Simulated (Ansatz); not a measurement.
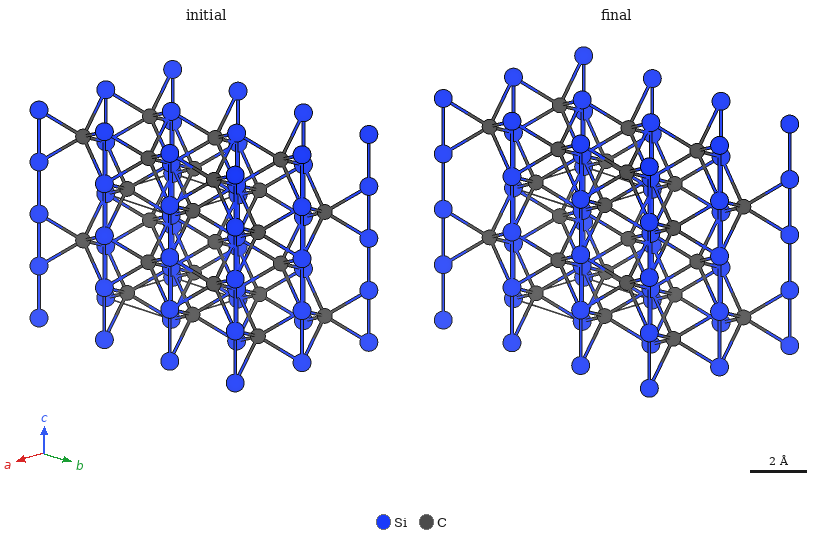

The structure of crystalline SiC (built on the NiAs type) before (left) and after (right) a relaxation, at one scale.

The picture is a ball-and-stick view of the cell of the calculation, repeated 2 × 3 × 2 with one cell outlined, seen from a free direction.

Computed with Ansatz, DFT, PBE, plane waves, PAW.

Input file:
```yaml
crystal:
  lattice:
    - [2.73301005, 0.0, 0.0]
    - [-1.366505025, 2.3668561321, 0.0]
    - [0.0, 0.0, 4.4548063815]
  atoms:
    - { symbol: Si, position: [0.0, 0.0, 0.0] }
    - { symbol: Si, position: [0.0, 0.0, 0.5] }
    - { symbol: C, position: [0.3333333333, 0.6666666667, 0.25] }
    - { symbol: C, position: [0.6666666667, 0.3333333333, 0.75] }
kpoints:
  mp_grid: { grid: [12, 12, 6] }
hamiltonian:
  xc: pbe
scf:
  occupations: { method: fermi_dirac, width: 0.02 }
relax:
  f_tol: 0.005
  cell: {}
output:
  write_density: true
  write_potential: true
  elf: true
  volumetric_format: npy
```

Run as
```bash
ansatz run input.yaml --threads 2 --pin off --max-ram 2211MiB --backend cpu --events-out ev --progress --plain --runs-dir out
```

### Describe what moved and what it gained.

No atom moves by more than 0.005 Å relative to the cell. Cell: a = b 2.733 → 2.871 Å (+5.0 %), c 4.455 → 4.748 Å (+6.6 %). Volume +17.6 %. Some distances before and after: Si1–Si2 2.227 → 2.374 Å, Si1–C3 1.931 → 2.038 Å. The space group stays P6_3/mmc (No. 194). After 7 accepted moves (9 points after the start) the energy has fallen by 0.825 eV per cell of the calculation. All forces vanish by symmetry, so only the cell relaxes. Pressure: 58.34 GPa at the start and 0.00 GPa at the end. At 2 points the geometry stayed and the basis and grid were re-selected for the new cell (energy shift of 23.1 meV per cell of the calculation at most each time). The run took 10 s on 2 threads of Arm Neoverse V1 (shared host), peak memory 0.32 GiB.
